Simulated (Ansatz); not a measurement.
## Geometry relaxation, with input and output: Ti (part 1 of 2)

The run: geometry relaxation of Ti (slab, 6 atoms in the cell). Method and program: DFT, PBEsol, PAW with Ansatz's default frozen-core files, scalar-relativistic, no spin polarisation (Ansatz 0.2.0).

It belongs to a series of runs on one base structure; here: atoms relaxed, PAW files. Figures and captions count atoms from 1; the log counts them from 0 in places.

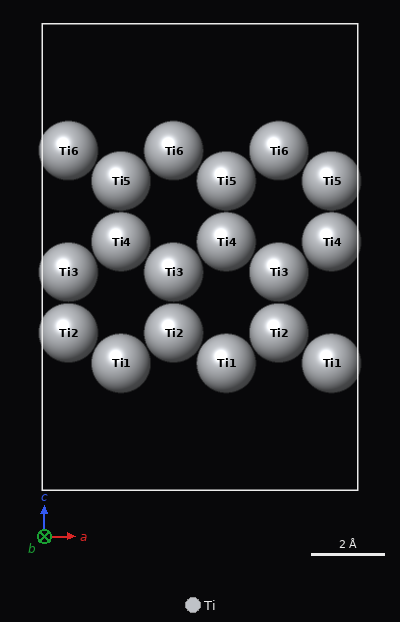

Fig. 1: The input geometry (spheres-only view of the 3 × 1 repeat of the cell, with the vacuum cut short, along the b axis; atoms are numbered from 1 in the order of the input).

### Input file
```yaml
crystal:
  lattice:
    - [2.9012772668, 0.0, 0.0]
    - [0.0, 4.5933578522, 0.0]
    - [0.0, 0.0, 21.8627]
  atoms:
    - { symbol: Ti, position: [0.75, 0.75, 0.3659203519] }
    - { symbol: Ti, position: [0.25, 0.25, 0.404228823] }
    - { symbol: Ti, position: [0.25, 0.75, 0.4808457644] }
    - { symbol: Ti, position: [0.75, 0.25, 0.5191542356] }
    - { symbol: Ti, position: [0.75, 0.75, 0.595771177] }
    - { symbol: Ti, position: [0.25, 0.25, 0.6340796481] }
kpoints:
  mp_grid: { grid: [13, 8, 1] }
scf:
  occupations: { method: fermi_dirac, width: 0.1 }
hamiltonian:
  xc: pbesol
  pseudopotentials: { kind: paw }
output:
  forces: true
  stress: true
  eigenvalues: true
relax:
  f_tol: 0.01
  max_steps: 40
efield:
  axis: 3
  amplitude: 0
  dipole_correction: true
```

Run on 2 threads of Arm Neoverse V2, 24 GiB of memory available, shared host.

Launched with:
```bash
ansatz run input.yaml --threads 2 --pin off --max-ram 4096MiB --backend cpu --events-out ev --progress --plain --runs-dir out
```

### Log
```
Warning: output.stress: scf.convergence.dr2_threshold = 1e-7 eV (the SCF's general default) is looser than the 6e-10 eV advised for a printed stress (1e-10 eV for each atom of the cell: 6). What an SCF threshold leaves in a stress goes as its square root, and in the free energy as the threshold itself, and one threshold admits the most on a small cell: of the crystals measured, under no hybrid functional and no lock of the moments, on runs that ended without the residual-converged pass, on stresses that held no estimate of that error, the worst erred by over 100 MPa in a component at 1e-7 eV an atom and by under 5 at 1e-10. Every solve of this run answers to scf.convergence.dr2_threshold, and the tensor of one is reported: a single SCF on the reported geometry and on this run's grids (its basis.xc_grid and basis.ecutrho_ratio typed), with scf.convergence.dr2_threshold at 6e-10 eV or tighter, prints it and tightens no other solve. Else set scf.convergence.dr2_threshold to 6e-10 eV or tighter. The threshold is an SCF's pass mark: one that does not reach it within its budget of iterations ends unconverged, or closes short of it on a stop that the run arms, and scf.convergence.dr2_threshold's page says what that costs each kind of run
Engine: ansatz 0.2.0, aarch64-unknown-linux-gnu
Pseudopotentials: kind: paw
Pseudopotential: Ti, paw, valence charge 12, recommended cutoff 420 eV (normal), Ti.paw.azcp
Functional definition: PBEsol
  exchange = pbesol_x
  correlation = pbesol_c
Crystal: 6 atoms, lattice volume = 291.356 Å³
Basis set: ecut = 420 eV, 5659 PW (Γ), exchange–correlation on 40×64×300 points (8 copies of the dense FFT grid, shifted against one another)
Bands: 44, of which v1, the nominal top of the filled ones, is band 36 counted from 1 (35 counted from 0)
Symmetry: 4 space group operations
k-points: 35 of 104
Non-local potential: Ti, projectors of the file, l = 0: 3, l = 1: 2, l = 2: 3, l = 3: 1
PAW form: soft (Blöchl's): semilocal exchange-correlation on the pseudo side does not see the compensation charge
PAW frozen core: Ti, regenerated for the run's functional, and the local potential with it (the file was generated under x = pbe(κ = 0.804, μ = 0.2195149727645171), c = pbe(β = 0.06672455060314922))
PAW one-centre angular grid: Ti, 590 points (default); XC on 64 Gauss nodes
Initial density: superposition of atomic densities (neutral atoms: chi_scale 0, normalization atom), corrected by the library's trained network
Initial wavefunctions: pseudopotential atomic-orbital guess
Functional: x = pbesol(κ = 0.804, μ = 0.12345679012345678), c = pbesol(β = 0.046)
SCF iter   1: F=—  HF=-14839.819200 eV  |F-HF|=—  |Δ(HF+E_count)|=         —  Δρ=6.32e-3  dr2=1.79e-1  ethr=1.77e-3  p=0.000 e·Å  D=1.05e-13 V/Å  ΔV_dip=-0.00 eV  dr2_dipole=7.70e-8  V_vac-E_F(+/−)=3.85/3.85 eV  ⟨swp⟩=8.7  Hψ=15763  notcnv=0
efield: sawtooth ramp at fractional position 0.9500 (placed from the atoms, in the widest stretch of the axis that holds none; the zero of the levels goes with the place), width 0.1000; the density the first Hamiltonian is built on has a dipole p = 0.000 e·Å; the dipole correction subtracts the counter field D = 1.05e-13 V/Å, which shifts the + side's vacuum level by -0.00 eV against the − side's; the planar-averaged density in the ramp window peaks in size at 7.6e-5 e/Å³
automatic band count: the SCF goes on with 52 bands, as 44 were too few: the levels above may hold too much charge
preconditioner: auto → LDOS  [metal: Δε(μ)=0.001 eV  Ē_g=2.894 eV  σ=0.100 eV  W_gap=0.00  n_scr=36 (ndim 8)  ℏωp=10.7 eV  f_vac=0.560  D(μ)=10.17/eV (n_scr^D=64)  β→1.0]
SCF iter   2: F=—  HF=-14839.819580 eV  |F-HF|=—  |Δ(HF+E_count)|=   3.79e-4  Δρ=3.46e-3  dr2=4.94e-2  ethr=2.48e-4  p=-0.000 e·Å  D=-1.07e-5 V/Å  ΔV_dip=0.00 eV  dr2_dipole=4.95e-8  V_vac-E_F(+/−)=3.91/3.91 eV  ⟨swp⟩=2.7  Hψ=3431  notcnv=0
SCF iter   3: F=—  HF=-14839.814304 eV  |F-HF|=—  |Δ(HF+E_count)|=   5.28e-3  Δρ=6.20e-4  dr2=1.67e-3  ethr=6.86e-5  p=-0.000 e·Å  D=-3.67e-6 V/Å  ΔV_dip=0.00 eV  dr2_dipole=1.16e-8  V_vac-E_F(+/−)=3.90/3.90 eV  ⟨swp⟩=2.1  Hψ=2914  notcnv=0
SCF iter   4: F=—  HF=-14839.814140 eV  |F-HF|=—  |Δ(HF+E_count)|=   1.63e-4  Δρ=1.25e-4  dr2=1.04e-4  ethr=2.31e-6  p=-0.000 e·Å  D=-1.46e-6 V/Å  ΔV_dip=0.00 eV  dr2_dipole=1.15e-9  V_vac-E_F(+/−)=3.90/3.90 eV  ⟨swp⟩=2.2  Hψ=2407  notcnv=0
SCF iter   5: F=—  HF=-14839.814144 eV  |F-HF|=—  |Δ(HF+E_count)|=   3.55e-6  Δρ=5.08e-5  dr2=2.14e-5  ethr=1.45e-7  p=-0.000 e·Å  D=-3.63e-7 V/Å  ΔV_dip=0.00 eV  dr2_dipole=3.86e-11  V_vac-E_F(+/−)=3.90/3.90 eV  ⟨swp⟩=2.5  Hψ=2607  notcnv=0
SCF iter   6: F=—  HF=-14839.814146 eV  |F-HF|=—  |Δ(HF+E_count)|=   2.06e-6  Δρ=2.54e-5  dr2=3.54e-6  ethr=2.97e-8  p=-0.000 e·Å  D=-1.69e-7 V/Å  ΔV_dip=0.00 eV  dr2_dipole=1.04e-10  V_vac-E_F(+/−)=3.89/3.89 eV  ⟨swp⟩=2.2  Hψ=2456  notcnv=0
SCF iter   7: F=-14839.814146 eV  HF=-14839.814146 eV  |F-HF|=6.68e-8  |Δ(HF+E_count)|=   1.52e-7  Δρ=6.90e-6  dr2=2.36e-7  ethr=3.47e-9  p=-0.000 e·Å  D=-4.30e-10 V/Å  ΔV_dip=0.00 eV  dr2_dipole=1.55e-12  V_vac-E_F(+/−)=3.89/3.89 eV  ⟨swp⟩=8.6  Hψ=7154  notcnv=0
the search or the solves at the SCF's close seem to have found levels that the self-consistency loop had missed (the run counts 1). By its estimate they hold 2.65e-11 electrons. The energies and the density leave them out; if the run goes on with those levels, later outputs use occupations computed again with them
SCF 1 converged in 7 iterations: F = -14839.814146 eV  dr2 = 2.36e-7
  greatest PAW one-centre occupation: 0.999 electrons in one spin orbital (limit 2), on the Ti atom at site 2 (counted from 0), in its partial waves of l = 0
relax step   1: F+E_penalty+E_count = -14839.81414603 eV  Δ(F+E_penalty+E_count) = +0.000e0 eV  max|allowed force component| = 3.585e-1 eV/Å  Δτ_max = 0.0000 Å  (7 SCF iters, dr2 threshold 2.50e-6 eV, accepted)
Bands: 52, of which v1, the nominal top of the filled ones, is band 36 counted from 1 (35 counted from 0)
Initial density: handed on by an earlier stage of this run
Initial wavefunctions: those handed on with the density
SCF iter   1: F=—  HF=-14840.283812 eV  |F-HF|=—  |Δ(HF+E_count)|=         —  Δρ=2.38e-2  dr2=1.14e1  ethr=3.10e-3  p=-0.000 e·Å  D=-4.29e-10 V/Å  ΔV_dip=0.00 eV  dr2_dipole=4.55e-11  V_vac-E_F(+/−)=4.05/4.05 eV  ⟨swp⟩=5.5  Hψ=5133  notcnv=0
efield: sawtooth ramp at fractional position 0.9500 (handed on by an earlier solve), width 0.1000; the density the first Hamiltonian is built on has a dipole p = -0.000 e·Å; the dipole correction subtracts the counter field D = -4.29e-10 V/Å, which shifts the + side's vacuum level by +0.00 eV against the − side's; the planar-averaged density in the ramp window peaks in size at 3.7e-6 e/Å³
preconditioner: auto → LDOS  [metal: Δε(μ)=0.016 eV  Ē_g=3.088 eV  σ=0.100 eV  W_gap=0.04  n_scr=36 (ndim 8)  ℏωp=10.7 eV  f_vac=0.586  D(μ)=10.09/eV (n_scr^D=64)  β→1.0]
SCF iter   2: F=—  HF=-14839.932549 eV  |F-HF|=—  |Δ(HF+E_count)|=   3.51e-1  Δρ=9.97e-3  dr2=7.17e-1  ethr=3.10e-3  p=-0.000 e·Å  D=-7.04e-7 V/Å  ΔV_dip=0.00 eV  dr2_dipole=2.14e-11  V_vac-E_F(+/−)=3.73/3.73 eV  ⟨swp⟩=3.1  Hψ=3088  notcnv=0
SCF iter   3: F=—  HF=-14839.854562 eV  |F-HF|=—  |Δ(HF+E_count)|=   7.80e-2  Δρ=4.42e-3  dr2=9.32e-2  ethr=9.96e-4  p=-0.000 e·Å  D=-2.61e-7 V/Å  ΔV_dip=0.00 eV  dr2_dipole=1.20e-11  V_vac-E_F(+/−)=3.96/3.96 eV  ⟨swp⟩=3.0  Hψ=3071  notcnv=0
SCF iter   4: F=—  HF=-14839.837658 eV  |F-HF|=—  |Δ(HF+E_count)|=   1.69e-2  Δρ=9.64e-4  dr2=4.85e-3  ethr=1.29e-4  p=-0.000 e·Å  D=-1.77e-7 V/Å  ΔV_dip=0.00 eV  dr2_dipole=4.54e-14  V_vac-E_F(+/−)=3.94/3.94 eV  ⟨swp⟩=2.8  Hψ=3603  notcnv=0
SCF iter   5: F=—  HF=-14839.838369 eV  |F-HF|=—  |Δ(HF+E_count)|=   7.11e-4  Δρ=2.25e-4  dr2=3.37e-4  ethr=6.73e-6  p=-0.000 e·Å  D=-7.86e-8 V/Å  ΔV_dip=0.00 eV  dr2_dipole=9.05e-12  V_vac-E_F(+/−)=3.98/3.98 eV  ⟨swp⟩=2.1  Hψ=2236  notcnv=0
SCF iter   6: F=—  HF=-14839.838509 eV  |F-HF|=—  |Δ(HF+E_count)|=   1.40e-4  Δρ=6.96e-5  dr2=7.71e-5  ethr=4.68e-7  p=0.000 e·Å  D=1.28e-10 V/Å  ΔV_dip=-0.00 eV  dr2_dipole=3.57e-13  V_vac-E_F(+/−)=4.01/4.01 eV  ⟨swp⟩=2.1  Hψ=2409  notcnv=0
SCF iter   7: F=—  HF=-14839.838526 eV  |F-HF|=—  |Δ(HF+E_count)|=   1.72e-5  Δρ=5.26e-5  dr2=1.39e-5  ethr=1.07e-7  p=0.000 e·Å  D=4.64e-8 V/Å  ΔV_dip=-0.00 eV  dr2_dipole=5.07e-14  V_vac-E_F(+/−)=4.03/4.03 eV  ⟨swp⟩=2.5  Hψ=2801  notcnv=0
iter 8 did not close the SCF: its close was put off until two iterations running show no level that it waits for move by more than its bar (scf_convergence_deferred on its scf_iter line)
SCF iter   8: F=-14839.838525 eV  HF=-14839.838525 eV  |F-HF|=1.65e-7  |Δ(HF+E_count)|=   9.44e-7  Δρ=1.39e-5  dr2=7.03e-7  ethr=1.12e-8  p=0.000 e·Å  D=6.39e-8 V/Å  ΔV_dip=-0.00 eV  dr2_dipole=3.91e-14  V_vac-E_F(+/−)=4.03/4.03 eV  ⟨swp⟩=9.3  Hψ=8000  notcnv=0
iter 9 did not close the SCF: its close was put off until two iterations running show no level that it waits for move by more than its bar (scf_convergence_deferred on its scf_iter line)
SCF iter   9: F=-14839.838525 eV  HF=-14839.838525 eV  |F-HF|=4.47e-8  |Δ(HF+E_count)|=   4.09e-7  Δρ=4.64e-6  dr2=8.68e-8  ethr=9.77e-10  p=0.000 e·Å  D=7.38e-8 V/Å  ΔV_dip=-0.00 eV  dr2_dipole=8.51e-17  V_vac-E_F(+/−)=4.03/4.03 eV  ⟨swp⟩=1.9  Hψ=5606  notcnv=0
SCF iter  10: F=-14839.838525 eV  HF=-14839.838525 eV  |F-HF|=1.66e-8  |Δ(HF+E_count)|=   7.71e-8  Δρ=1.40e-6  dr2=1.10e-8  ethr=1.21e-10  p=0.000 e·Å  D=8.05e-8 V/Å  ΔV_dip=-0.00 eV  dr2_dipole=6.64e-17  V_vac-E_F(+/−)=4.03/4.03 eV  ⟨swp⟩=1.1  Hψ=4274  notcnv=0
SCF 2 converged in 10 iterations: F = -14839.838525 eV  dr2 = 1.10e-8
  greatest PAW one-centre occupation: 0.999 electrons in one spin orbital (limit 2), on the Ti atom at site 3 (counted from 0), in its partial waves of l = 0
relax step   2: F+E_penalty+E_count = -14839.83852544 eV  Δ(F+E_penalty+E_count) = -2.438e-2 eV  max|allowed force component| = 3.535e-1 eV/Å  Δτ_max = 0.1948 Å  (10 SCF iters, dr2 threshold 8.03e-6 eV, accepted)
iter 1 solved again at ethr=2.47e-3 eV; its pass at ethr=3.10e-3 eV (dr2=1.78e0 eV) is discarded
SCF iter   1: F=—  HF=-14839.950466 eV  |F-HF|=—  |Δ(HF+E_count)|=         —  Δρ=9.53e-3  dr2=1.86e0  ethr=2.47e-3  p=0.000 e·Å  D=8.05e-8 V/Å  ΔV_dip=-0.00 eV  dr2_dipole=2.35e-11  V_vac-E_F(+/−)=3.99/3.99 eV  ⟨swp⟩=1.0  Hψ=6071  notcnv=0
efield: sawtooth ramp at fractional position 0.9500 (handed on by an earlier solve), width 0.1000; the density the first Hamiltonian is built on has a dipole p = 0.000 e·Å; the dipole correction subtracts the counter field D = 8.05e-8 V/Å, which shifts the + side's vacuum level by -0.00 eV against the − side's; the planar-averaged density in the ramp window peaks in size at 5.2e-6 e/Å³
preconditioner: auto → LDOS  [metal: Δε(μ)=0.006 eV  Ē_g=2.944 eV  σ=0.100 eV  W_gap=0.01  n_scr=36 (ndim 8)  ℏωp=10.7 eV  f_vac=0.570  D(μ)=9.92/eV (n_scr^D=64)  β→1.0]
SCF iter   2: F=—  HF=-14839.886582 eV  |F-HF|=—  |Δ(HF+E_count)|=   6.39e-2  Δρ=3.98e-3  dr2=1.71e-1  ethr=2.47e-3  p=0.000 e·Å  D=7.06e-9 V/Å  ΔV_dip=-0.00 eV  dr2_dipole=4.97e-12  V_vac-E_F(+/−)=4.06/4.06 eV  ⟨swp⟩=2.2  Hψ=2221  notcnv=0
SCF iter   3: F=—  HF=-14839.876504 eV  |F-HF|=—  |Δ(HF+E_count)|=   1.01e-2  Δρ=1.10e-3  dr2=1.19e-2  ethr=2.37e-4  p=-0.000 e·Å  D=-2.30e-7 V/Å  ΔV_dip=0.00 eV  dr2_dipole=4.44e-12  V_vac-E_F(+/−)=4.00/4.00 eV  ⟨swp⟩=2.1  Hψ=2741  notcnv=0
SCF iter   4: F=—  HF=-14839.875514 eV  |F-HF|=—  |Δ(HF+E_count)|=   9.90e-4  Δρ=3.73e-4  dr2=9.18e-4  ethr=1.66e-5  p=-0.000 e·Å  D=-8.70e-8 V/Å  ΔV_dip=0.00 eV  dr2_dipole=2.60e-12  V_vac-E_F(+/−)=3.99/3.99 eV  ⟨swp⟩=2.1  Hψ=2508  notcnv=0
SCF iter   5: F=—  HF=-14839.875387 eV  |F-HF|=—  |Δ(HF+E_count)|=   1.27e-4  Δρ=7.97e-5  dr2=5.13e-5  ethr=1.27e-6  p=-0.000 e·Å  D=-4.69e-8 V/Å  ΔV_dip=0.00 eV  dr2_dipole=1.59e-12  V_vac-E_F(+/−)=3.98/3.98 eV  ⟨swp⟩=2.1  Hψ=2458  notcnv=0
SCF iter   6: F=—  HF=-14839.875399 eV  |F-HF|=—  |Δ(HF+E_count)|=   1.18e-5  Δρ=3.17e-5  dr2=1.07e-5  ethr=1.08e-8  p=0.000 e·Å  D=2.23e-9 V/Å  ΔV_dip=-0.00 eV  dr2_dipole=9.59e-15  V_vac-E_F(+/−)=3.97/3.97 eV  ⟨swp⟩=9.7  Hψ=8649  notcnv=0
SCF iter   7: F=-14839.875400 eV  HF=-14839.875401 eV  |F-HF|=4.55e-7  |Δ(HF+E_count)|=   1.68e-6  Δρ=1.49e-5  dr2=1.40e-6  ethr=1.08e-8  p=0.000 e·Å  D=2.26e-8 V/Å  ΔV_dip=-0.00 eV  dr2_dipole=3.32e-14  V_vac-E_F(+/−)=3.96/3.96 eV  ⟨swp⟩=7.0  Hψ=6616  notcnv=0
SCF 3 converged in 7 iterations: F = -14839.875400 eV  dr2 = 1.40e-6
relax step   3: F+E_penalty+E_count = -14839.87540050 eV  Δ(F+E_penalty+E_count) = -3.688e-2 eV  max|allowed force component| = 4.770e-2 eV/Å  Δτ_max = 0.0796 Å  (7 SCF iters, dr2 threshold 7.81e-6 eV, accepted)
iter 1 solved again at ethr=3.16e-4 eV; its pass at ethr=3.10e-3 eV (dr2=2.27e-1 eV) is discarded
SCF iter   1: F=—  HF=-14839.885961 eV  |F-HF|=—  |Δ(HF+E_count)|=         —  Δρ=3.54e-3  dr2=2.33e-1  ethr=3.16e-4  p=0.000 e·Å  D=2.26e-8 V/Å  ΔV_dip=-0.00 eV  dr2_dipole=2.01e-11  V_vac-E_F(+/−)=3.95/3.95 eV  ⟨swp⟩=1.1  Hψ=5277  notcnv=0
efield: sawtooth ramp at fractional position 0.9500 (handed on by an earlier solve), width 0.1000; the density the first Hamiltonian is built on has a dipole p = 0.000 e·Å; the dipole correction subtracts the counter field D = 2.26e-8 V/Å, which shifts the + side's vacuum level by -0.00 eV against the − side's; the planar-averaged density in the ramp window peaks in size at 4.8e-6 e/Å³
preconditioner: auto → LDOS  [metal: Δε(μ)=0.001 eV  Ē_g=2.934 eV  σ=0.100 eV  W_gap=0.00  n_scr=36 (ndim 8)  ℏωp=10.7 eV  f_vac=0.569  D(μ)=10.02/eV (n_scr^D=64)  β→1.0]
SCF iter   2: F=—  HF=-14839.877786 eV  |F-HF|=—  |Δ(HF+E_count)|=   8.18e-3  Δρ=1.21e-3  dr2=1.30e-2  ethr=3.16e-4  p=0.000 e·Å  D=9.79e-9 V/Å  ΔV_dip=-0.00 eV  dr2_dipole=2.80e-13  V_vac-E_F(+/−)=3.96/3.96 eV  ⟨swp⟩=1.1  Hψ=1823  notcnv=0
SCF iter   3: F=—  HF=-14839.876984 eV  |F-HF|=—  |Δ(HF+E_count)|=   8.01e-4  Δρ=3.96e-4  dr2=1.30e-3  ethr=1.80e-5  p=-0.000 e·Å  D=-5.40e-8 V/Å  ΔV_dip=0.00 eV  dr2_dipole=1.54e-15  V_vac-E_F(+/−)=3.93/3.93 eV  ⟨swp⟩=2.6  Hψ=2984  notcnv=0
SCF iter   4: F=—  HF=-14839.876872 eV  |F-HF|=—  |Δ(HF+E_count)|=   1.13e-4  Δρ=1.46e-4  dr2=1.52e-4  ethr=1.81e-6  p=-0.000 e·Å  D=-3.03e-8 V/Å  ΔV_dip=0.00 eV  dr2_dipole=5.25e-15  V_vac-E_F(+/−)=3.93/3.93 eV  ⟨swp⟩=2.4  Hψ=2835  notcnv=0
SCF iter   5: F=—  HF=-14839.876878 eV  |F-HF|=—  |Δ(HF+E_count)|=   6.63e-6  Δρ=2.98e-5  dr2=9.59e-6  ethr=2.11e-7  p=-0.000 e·Å  D=-2.26e-8 V/Å  ΔV_dip=0.00 eV  dr2_dipole=2.25e-14  V_vac-E_F(+/−)=3.93/3.93 eV  ⟨swp⟩=1.8  Hψ=2060  notcnv=0
SCF iter   6: F=—  HF=-14839.876762 eV  |F-HF|=—  |Δ(HF+E_count)|=   1.16e-4  Δρ=1.37e-5  dr2=1.78e-6  ethr=1.33e-8  p=-0.000 e·Å  D=-1.84e-8 V/Å  ΔV_dip=0.00 eV  dr2_dipole=8.48e-15  V_vac-E_F(+/−)=3.92/3.92 eV  ⟨swp⟩=2.0  Hψ=2336  notcnv=0
SCF iter   7: F=—  HF=-14839.876762 eV  |F-HF|=—  |Δ(HF+E_count)|=   2.69e-7  Δρ=6.86e-6  dr2=2.79e-7  ethr=2.47e-9  p=-0.000 e·Å  D=-1.99e-8 V/Å  ΔV_dip=0.00 eV  dr2_dipole=9.10e-14  V_vac-E_F(+/−)=3.92/3.92 eV  ⟨swp⟩=2.8  Hψ=3184  notcnv=0
SCF iter   8: F=-14839.876763 eV  HF=-14839.876762 eV  |F-HF|=1.03e-8  |Δ(HF+E_count)|=   3.41e-8  Δρ=1.81e-6  dr2=1.09e-8  ethr=1.97e-10  p=-0.000 e·Å  D=-2.11e-8 V/Å  ΔV_dip=0.00 eV  dr2_dipole=1.77e-17  V_vac-E_F(+/−)=3.92/3.92 eV  ⟨swp⟩=8.0  Hψ=6822  notcnv=0
SCF 4 converged in 8 iterations: F = -14839.876763 eV  dr2 = 1.09e-8
relax step   4: F+E_penalty+E_count = -14839.87676250 eV  Δ(F+E_penalty+E_count) = -1.362e-3 eV  max|allowed force component| = 5.023e-2 eV/Å  Δτ_max = 0.0363 Å  (8 SCF iters, dr2 threshold 1.42e-7 eV, accepted)
```
